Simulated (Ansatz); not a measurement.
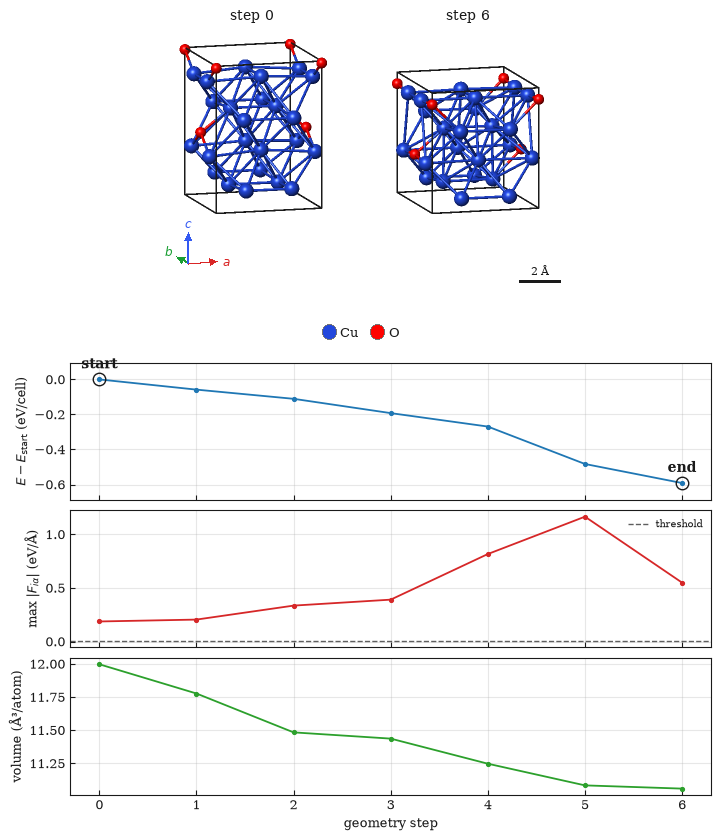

First and last geometry of a relaxation of a crystal of Cu8O (set up in Amm2), with the history of the run. A ball-and-stick model of the conventional cell (2 times the calculation's cell), seen slightly off an axis. Lengths and directions refer to the drawn axes.

The calculation used DFT PBEsol, scalar-relativistic, plane waves, PAW in Ansatz 0.2.0.

The input:
```yaml
crystal:
  lattice:
    - [5.363335, 0.0, 0.0]
    - [0.0, 2.757636, 3.65026]
    - [0.0, -2.757636, 3.65026]
  atoms:
    - { symbol: Cu, position: [0.0, 0.569879, 0.147648] }
    - { symbol: Cu, position: [0.0, 0.147648, 0.569879] }
    - { symbol: Cu, position: [0.5, 0.635565, 0.128865] }
    - { symbol: Cu, position: [0.5, 0.128865, 0.635565] }
    - { symbol: Cu, position: [0.264951, 0.622987, 0.622987] }
    - { symbol: Cu, position: [0.735049, 0.622987, 0.622987] }
    - { symbol: Cu, position: [0.716091, 0.142668, 0.142668] }
    - { symbol: Cu, position: [0.283909, 0.142668, 0.142668] }
    - { symbol: O, position: [0.0, 0.986733, 0.986733] }
basis:
  ecutwfc: 420
kpoints:
  mp_grid: { grid: [8, 8, 8] }
hamiltonian:
  xc: pbesol
scf:
  occupations: { method: gaussian, width: 0.1 }
output:
  forces: true
  stress: true
  eigenvalues: true
relax:
  adjacent_minimum: "off"
  f_tol: 0.005
  max_steps: 80
  cell: { stress_tol: 0.05 }
```

Launched with:
```bash
ansatz run input.yaml --threads 2 --pin off --max-ram 5120MiB --backend cpu --events-out ev --progress --plain --runs-dir out
```

Q: Read the history and describe the run.

A: The run was cut off at its time limit before the relaxation converged, so the last structure is only a point on the way. The atom that moves furthest relative to the cell is O9 (0.49 Å along −c). Largest moves by element: O 0.49 Å, Cu 0.31 Å. The volume changes by −7.8 %, with a 5.363 → 5.415 Å (+1.0 %), b 5.515 → 6.157 Å (+11.6 %), c 7.301 → 5.971 Å (−18.2 %). Near-neighbour distances that change, for instance: Cu5–Cu8 3.795 → 2.644 Å, Cu5–O9 3.012 → 2.022 Å, Cu3–Cu4 3.650 → 3.040 Å, Cu1–Cu2 3.675 → 3.092 Å. Among the angles between lasting bonds that change: Cu1–O9–Cu2 119.2° → 172.9°, Cu1–O9–Cu7 107.6° → 92.3°, Cu7–O9–Cu8 106.4° → 101.0°. The space group stays Amm2 (No. 38). The energy falls by 0.592 eV per cell of the calculation in 6 geometry steps. Largest force component: 0.19 eV/Å at the start, 0.55 eV/Å at the end. Pressure: −4.63 GPa at the start and 3.40 GPa at the end.

```tsv
step	E − E(0), meV/atom	largest force component, eV/Å	pressure, GPa	volume, Å³/atom
0	0.00	0.1873	-4.63	11.997
1	-6.47	0.2049	-2.23	11.777
2	-12.30	0.3353	1.33	11.484
3	-21.37	0.3909	1.53	11.437
4	-29.91	0.8164	3.48	11.247
5	-53.65	1.1650	4.13	11.084
6	-65.74	0.5492	3.40	11.060
```
